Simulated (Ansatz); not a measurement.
Input

```
crystal:
  lattice:
    - [2.6861077653, -2.6861719524, -0.0195642582]
    - [2.6861077653, 2.6861719524, -0.0195642582]
    - [-2.6488176844, 0.0, 4.8695033964]
  atoms:
    - { symbol: Ti, position: [0.1251061462, 0.8748938538, 0.25] }
    - { symbol: Ti, position: [0.8748938538, 0.1251061462, 0.75] }
    - { symbol: O, position: [0.3313992509, 0.0816161485, 0.6629152268] }
    - { symbol: O, position: [0.6686007491, 0.9183838515, 0.3370847732] }
    - { symbol: O, position: [0.9183838515, 0.6686007491, 0.8370847732] }
    - { symbol: O, position: [0.0816161485, 0.3313992509, 0.1629152268] }
kpoints:
  mp_grid: { grid: [6, 6, 6] }
hamiltonian:
  xc: pbesol
scf:
  occupations: { method: fermi_dirac, width: 0.02 }
relax:
  f_tol: 0.005
  cell: {}
output:
  write_density: true
  write_potential: true
  elf: true
  volumetric_format: npy
```

Launched as:

```sh
ansatz run input.yaml --threads 4 --pin off --max-ram 6451MiB --backend cpu --events-out ev --progress --plain --runs-dir out
```

Below, planes, directions and counts refer to the conventional cell (a = 3.77 Å, b = 3.77 Å, c = 9.55 Å, α = 90.00°, β = 90.00°, γ = 90.00°).

The fields are those of the run's last geometry, not of the input's.

Space group I4₁/amd; a structure from a database of computed crystals, not necessarily the ambient phase; started from the database structure prototype, which need not be the ambient phase; computed without spin polarisation.

Theory: Ansatz 0.2.0, DFT, PBEsol, plane waves, PAW.

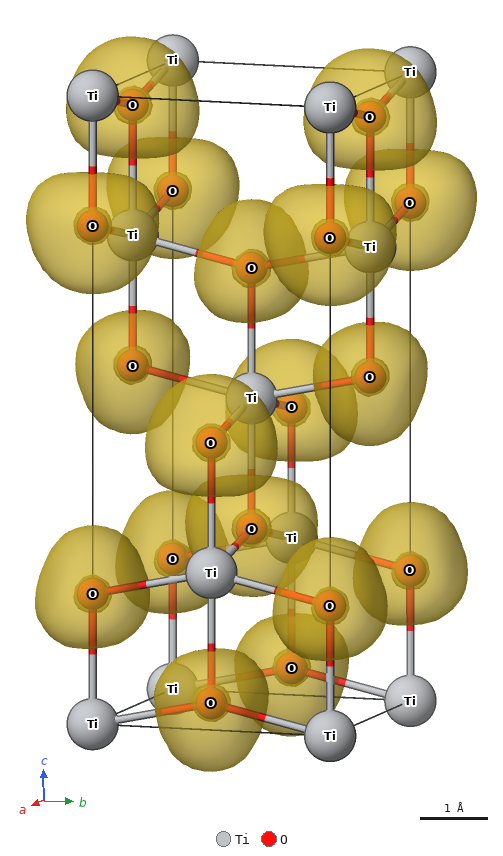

TiO2. Isosurface of the electron localisation function at 0.6 (yellow), seen slightly off an axis. Core shells and regions of very low density are left out. Sticks mark near contacts.

In a PAW calculation such maps are meaningful between the atoms, not at the nuclei.

Q: What do the ELF domains correspond to?

A: The ELF exceeds this value in eight regions wrapped around O (the valence shell of each), counted in one cell of 12 atoms. Regions shared between cells count once. Profiles from the grid: Ti–O (1.93 Å): the ELF peaks at about 0.85 in the valence shell of O, 0.6 Å from its nucleus, and is about 0.25 at the midpoint (no shared electron pair shows on this line). Ti–O (1.98 Å): the ELF peaks at about 0.85 in the valence shell of O, 0.6 Å from its nucleus, and is about 0.20 at the midpoint; no localised pair shows between them.

Q: Metal or insulator at this level of theory?

A: It is gapped, with a Kohn–Sham gap of 2.2 eV on the k-point mesh, an upper bound to the gap of this method.
